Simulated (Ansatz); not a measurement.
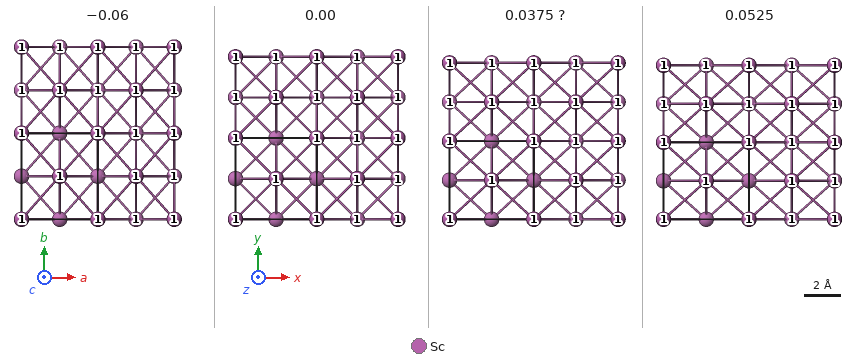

A scan of a crystal of Sc (Fm-3m): the cell is strained along x and oppositely along y, with the atoms kept at their fractional coordinates. x, y and z are the Cartesian axes of the input. Style: ball-and-stick. Shown: the conventional cell (4 times the calculation's cell), repeated 2 × 2 × 1 with one cell outlined, along the c axis. Lengths and directions refer to the drawn axes.

These are results of DFT r2SCAN, scalar-relativistic, plane waves, PAW (Ansatz), not measurements. (plane-wave cutoff 500 eV; k-point mesh 18 × 18 × 18; occupations gaussian; smearing width 0.15 eV; no spin polarisation). Energies (free energies at the smearing named) are counted from the cell as listed in its source, which wasn't relaxed.

```json
{"strain": "−0.0600", "ΔE (meV/atom)": "9.0"}
{"strain": "−0.0300", "ΔE (meV/atom)": "2.3"}
{"strain": "0.0000", "ΔE (meV/atom)": "0.0"}
{"strain": "0.0075", "ΔE (meV/atom)": "0.1"}
{"strain": "0.0150", "ΔE (meV/atom)": "0.6"}
{"strain": "0.0225", "ΔE (meV/atom)": "1.3"}
{"strain": "0.0375", "ΔE (meV/atom)": "?"}
{"strain": "0.0450", "ΔE (meV/atom)": "5.1"}
{"strain": "0.0525", "ΔE (meV/atom)": "7.0"}
```

Estimate the missing energy from the other rows, and compare with the calculation.

A straight line between the two neighbours gives 3.8 meV/atom. A cubic through the four nearest rows (0.0150, 0.0225, 0.0450, 0.0525) gives, with Lagrange weights, (−0.2000)(0.6) + (0.5000)(1.3) + (1.0000)(5.1) + (−0.3000)(7.0) = 3.5 meV/atom. The calculation gives 3.6 meV/atom, so the cubic is 0.1 meV/atom too low and the straight line 0.2 meV/atom too high.

The whole profile:

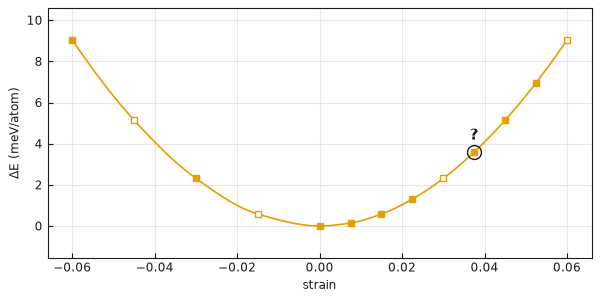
